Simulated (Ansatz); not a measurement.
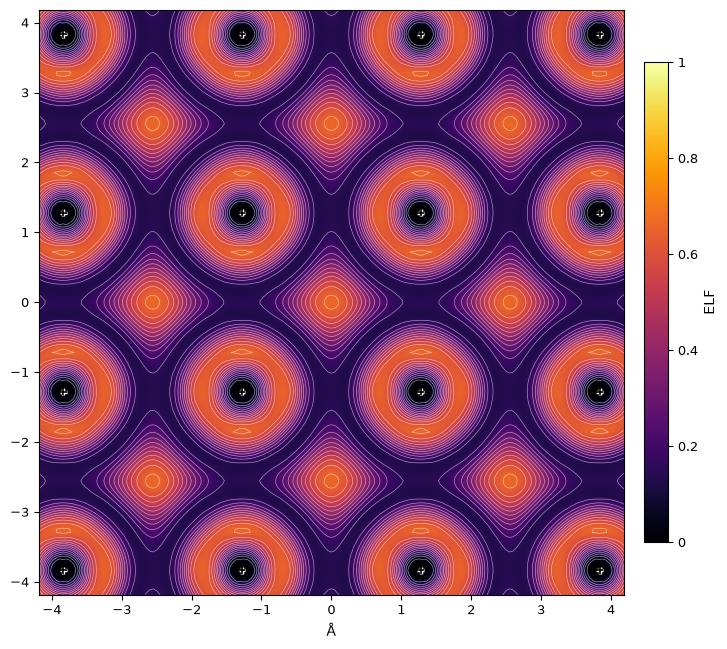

The ELF on a plane through atoms (crosses mark nuclei in the plane).

Level of theory: DFT r2SCAN, scalar-relativistic, plane waves, PAW in Ansatz 0.2.0.

Candidates:
A. Sc₂Al, a = 5.28 Å, b = 5.28 Å, c = 6.66 Å, α = 90.00°, β = 90.00°, γ = 120.00°. Space group P6₃/mmc; a structure from a database of computed crystals, not necessarily the ambient phase; changed on purpose from its base cell (strain +0.080 along x and y, +0.080 along z, atoms carried along); computed pressure about −11 GPa in this cell.
B. Ti, a = 2.56 Å, b = 2.56 Å, c = 5.11 Å, α = 90.00°, β = 90.00°, γ = 90.00°. Space group I4/mmm; computed without spin polarisation.
C. HfO₂, a = 3.58 Å, b = 3.58 Å, c = 5.20 Å, α = 90.00°, β = 90.00°, γ = 90.00°. Space group P4₂/nmc; a structure from a database of computed crystals, not necessarily the ambient phase.

### Which system is this?

Candidate B: Ti on the (001) plane of the conventional cell, which holds Ti. Ti–Ti (2.56 Å): the ELF is about 0.15 at the midpoint: no shared electron pair shows on this line.
